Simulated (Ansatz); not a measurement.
# Fermi surface of Ca (Im-3m)

Input

```yaml
crystal:
  lattice:
    - [-2.24, 2.24, 2.24]
    - [2.24, -2.24, 2.24]
    - [2.24, 2.24, -2.24]
  atoms:
    - { symbol: Ca, position: [0.0, 0.0, 0.0] }
basis:
  ecutwfc: 420
kpoints:
  mp_grid: { grid: [12, 12, 12] }
hamiltonian:
  xc: pbe
scf:
  occupations: { method: gaussian, width: 0.05 }
output:
  forces: true
  eigenvalues: true
  eigenstates:
    nscf_kmesh: { grid: [34, 34, 34] }
    top_band: c6
    de_dk: true
    localisation: false
  stress: true
checkpoint:
  write: ck
  compress: false
  write_wavefunctions: false
  write_every: 100000
```

Command:

```sh
ansatz run input.yaml --threads 1 --pin off --max-ram 3072MiB --backend cpu --events-out ev --progress --plain --runs-dir out
```

Method: Ansatz 0.2.0, DFT PBE, scalar-relativistic, plane waves, PAW; levels and slopes on a dense k mesh at the converged density. No spin polarisation. Mesh 34×34×34, interpolated with the band slopes. Cell and positions as given, without relaxation.

### 1. The sheets

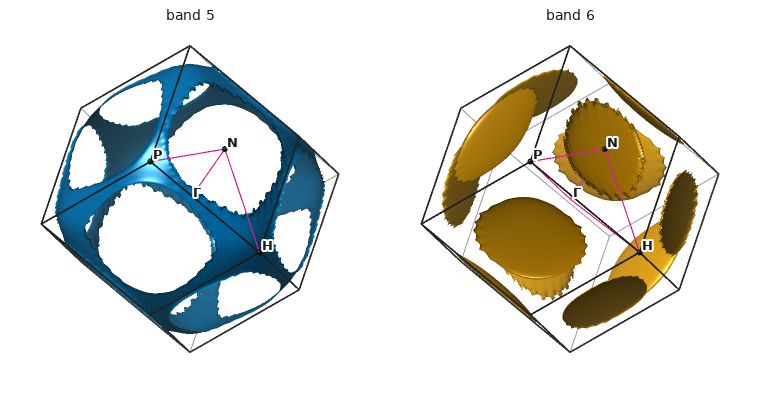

The figure shows the computed Fermi surface of this crystal. Each panel holds one band. The brighter face of a sheet looks towards empty states.

Question: Describe the Fermi surface sheet by sheet.

Answer: Two bands cross the Fermi level; this is a three-dimensional metal.

Band 5: an open hole network that joins neighbouring zones in all directions (4.6 % of the zone).
Band 6: six electron pockets centred at N (each 0.76 % of the zone).
A pocket cut by a face of the zone is counted once with the part on the opposite face.

Question: What does the calculation give for N(E_F) and the Drude plasma frequency?

Answer: The density of states at the Fermi level is 2.0 states/eV per primitive cell. The intraband plasma frequency is 3.7 eV in all directions.

### 2. Cuts and bands

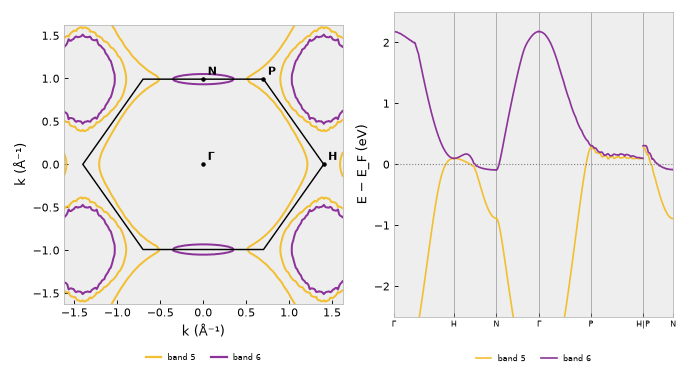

This crystal: cut through the Fermi surface in the plane through Γ, H and P, and the bands that cross the Fermi level.

Question: For each band, read its level at the labelled points (eV from the Fermi level).

Answer:
```tsv
band	Γ	H	N
band 5	below	+0.10	−0.89
band 6	+2.18	+0.10	−0.09
```

Negative values are filled states; "above" and "below" lie outside the plotted window.

### 3. Speeds

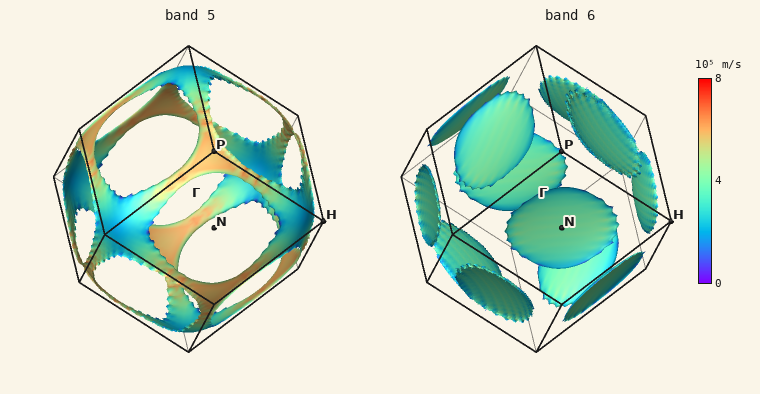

Fermi surface of this crystal, coloured by the Fermi speed.

Question: Give the range and mean of the Fermi speed for each band.

Answer: Band 5: 2.0 to 6.3 × 10⁵ m/s over most of the sheet, 3.7 × 10⁵ m/s on average over states. Band 6: 2.1 to 4.3 × 10⁵ m/s over most of the sheet, 3.4 × 10⁵ m/s on average over states.

Question: Which of these bands adds most to the density of states at the Fermi level?

Answer: Band 6, with 1.2 of 2.0 states/eV per cell.

Necks and pockets thinner than about two mesh steps aren't resolved, so separate pockets may in truth be joined.

Cost: 17 s on 1 thread of Arm Neoverse V1, on a shared host, peak memory 0.5 GiB.
